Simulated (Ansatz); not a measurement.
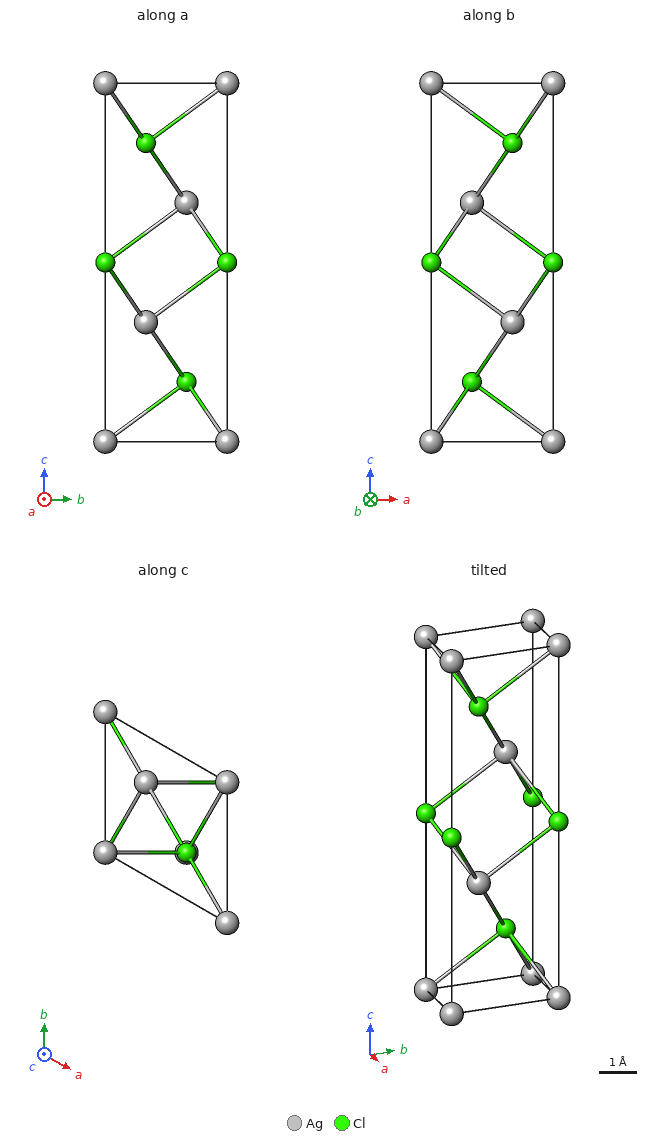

Drawn in the ball-and-stick manner and seen along the a axis, along the b axis, along the c axis and slightly off an axis. Thin lines show the conventional unit cell, with boundary atoms drawn in all their periodic places.

Lattice parameters: a = 3.8607 Å, b = 3.8607 Å, c = 9.8375 Å, α = 90.000°, β = 90.000°, γ = 120.000°.

Q: Record the structure as a CIF in P1 with every atom of the cell.

A:
```cif
data_structure
_symmetry_space_group_name_H-M 'P 1'
_symmetry_Int_Tables_number 1
_cell_length_a 3.8607
_cell_length_b 3.8607
_cell_length_c 9.8375
_cell_angle_alpha 90.000
_cell_angle_beta 90.000
_cell_angle_gamma 120.000
_cell_volume 126.98
loop_
_atom_site_label
_atom_site_type_symbol
_atom_site_fract_x
_atom_site_fract_y
_atom_site_fract_z
_atom_site_occupancy
Ag1 Ag 0.0000 0.0000 0.0000 1
Cl1 Cl 0.6667 0.3333 0.8333 1
Ag2 Ag 0.6667 0.3333 0.3333 1
Cl2 Cl 0.3333 0.6667 0.1667 1
Ag3 Ag 0.3333 0.6667 0.6667 1
Cl3 Cl 0.0000 0.0000 0.5000 1
```

Starting structure: a structure type filled with these elements by a generator (whether the compound takes this form wasn't checked). The cell was then strained or its atoms displaced on purpose. An electronic-structure calculation with Ansatz was run on it.
